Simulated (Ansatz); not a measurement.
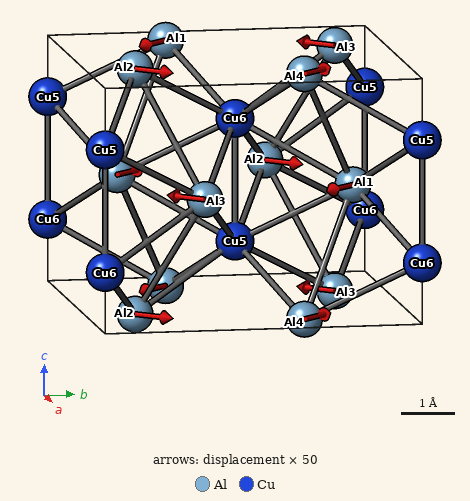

A relaxation of crystalline Al₂Cu (built on the database_140 type). The starting structure is drawn; red arrows show the displacements (the part carried along by the change of the cell is left out), 50 times their true length.

The picture is a ball-and-stick view of the conventional cell (2 times the calculation's cell), seen slightly off an axis. Lengths and directions refer to the drawn axes.

Case: structure listed in a database for this formula (I4/mcm, No. 140).

Computed with DFT PBE, scalar-relativistic, plane waves, PAW (Ansatz). (plane-wave cutoff 420 eV; k-point mesh 10 × 10 × 10; occupations gaussian; smearing width 0.1 eV; no spin polarisation; cell and atoms relaxed; force threshold 0.01 eV/Å; at most 80 steps)

> Atoms of which element are displaced furthest, and by how much?

Aluminium: up to 0.018 Å, against 0.000 Å for copper.

> What happened in the run?

The energy falls by 7.3 meV per atom in 3 accepted moves (4 points after the start). The largest force component goes from 0.013 to 0.00044 eV/Å. Pressure: 0.01 GPa at the start and 0.00 GPa at the end. At 1 point the geometry stayed and the basis and grid were re-selected for the new cell (energy shift of less than 0.05 meV per atom at most each time). The largest moves relative to the cell, 0.018 Å, are those of Al1, Al2, Al3 and Al4. Al4 goes along [−1 1 0]. Cu stays in place. The drawn cell changes as follows: a = b 6.143 → 6.052 Å (−1.5 %), c 4.744 → 4.884 Å (+3.0 %); the volume changes by −0.1 %. Near-neighbour distances that change, for instance: Cu5–Cu6 2.372 → 2.442 Å, Al1–Al4 2.874 → 2.899 Å, Al1–Cu5 2.604 → 2.584 Å. The space group stays I4/mcm (No. 140). The run took 41 s on 1 thread of Intel(R) Xeon(R) 6975P-C (Granite Rapids), with other jobs on the host, peak memory 0.57 GiB.
